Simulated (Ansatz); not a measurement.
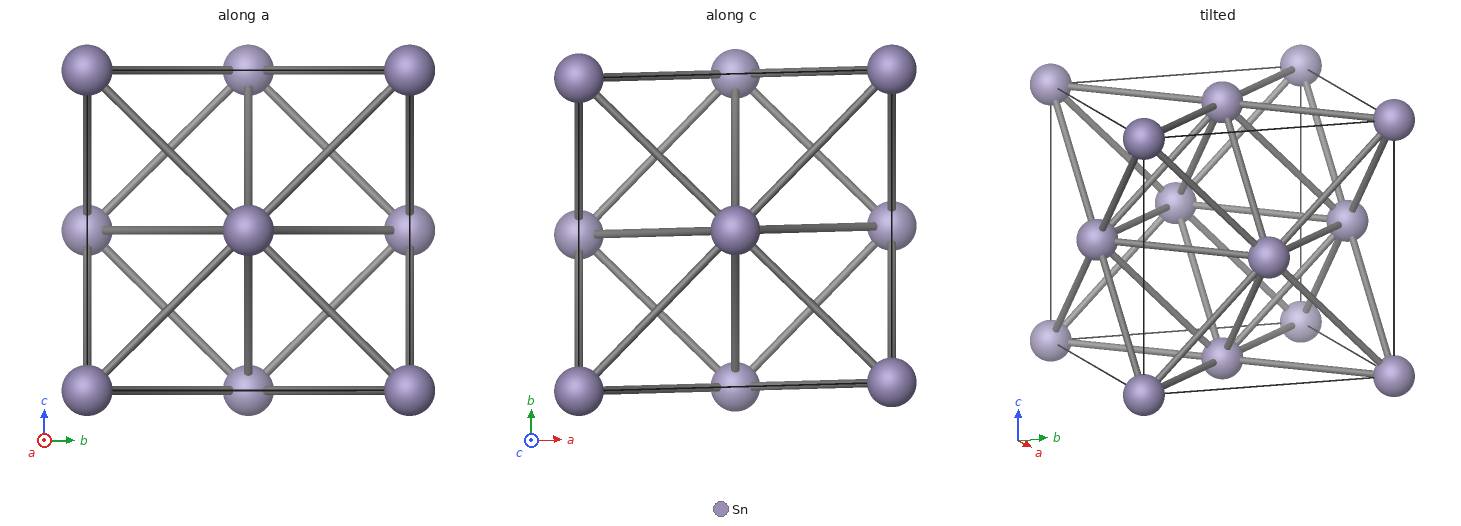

Ball-and-stick representation of a periodic structure, projected along the a axis, along the c axis and slightly off an axis. The frame is the drawn cell (a repeat of the simulation cell); atoms at its boundary are shown with their periodic copies. Cell: a = 4.829 Å, b = 4.829 Å, c = 4.794 Å, α = 90.00°, β = 90.00°, γ = 88.40°.

Characterise what is shown.

The element is tin. Strictly the space group is Immm (No. 71, within 0.01 Å). It is a distorted form of a face-centred cubic structure, space group Fm-3m (No. 225) within 0.25 Å: face-centred cubic (Cu type). The cell holds four atoms.

The structure was taken from a structure listed in the Materials Project. The cell was then strained or its atoms displaced on purpose. It was the input of a calculation with Ansatz.
